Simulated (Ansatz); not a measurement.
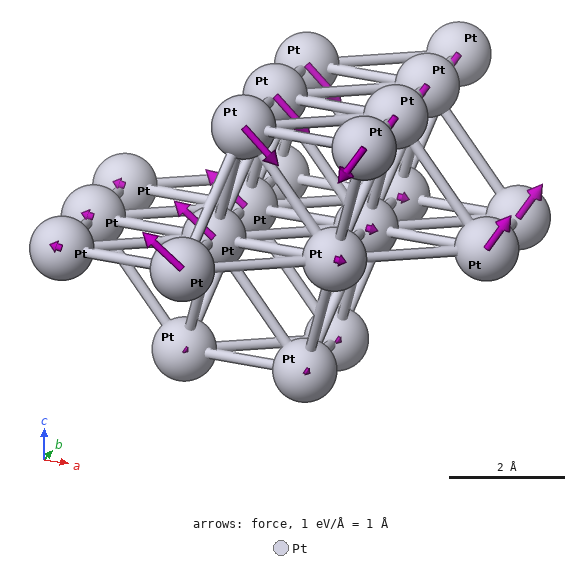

Starting geometry of a slab of composition Pt (cut from the Fm-3m phase) with the computed forces as purple arrows. Style: ball-and-stick. Shown: the atoms within 5.0 Å of the atom that moves most (axes of the 1 × 3 repeat of the cell, outlined in the plane, without the vacuum (origin shifted)), slightly off an axis.

Case: stripe over 2 of 6 cells, two steps. 12 atoms are held fixed.

The calculation used DFT PBE, scalar-relativistic, plane waves, PAW (Ansatz 0.2.0). (plane-wave cutoff 420 eV; k-point mesh 2 × 12 × 1; occupations gaussian; smearing width 0.1 eV; no spin polarisation; dipole correction; atoms relaxed in a fixed cell; force threshold 0.02 eV/Å; at most 45 steps)

What follows when this structure is relaxed?

It isn't relaxed: the largest force vector, on a Pt atom, is 0.97 eV/Å. The final displacements follow the starting forces only in part (cosine between the two patterns 0.79). The atom that moves furthest is a Pt atom (0.32 Å at 30° to the normal (−c side)). The lattice vectors keep their values. Some distances before and after: Pt–Pt 2.807 → 3.112 Å, Pt–Pt 2.807 → 3.036 Å, Pt–Pt 2.807 → 2.642 Å, Pt–Pt 2.807 → 2.695 Å. After 4 geometry steps the energy has fallen by 0.408 eV per cell of the calculation. Largest force component: 0.68 eV/Å at the start, 0.017 eV/Å at the end. Cost: 8.7 min on 4 threads of Intel(R) Xeon(R) Platinum 8375C CPU @ 2.90GHz (Ice Lake), on a shared host, peak memory 5.2 GiB.
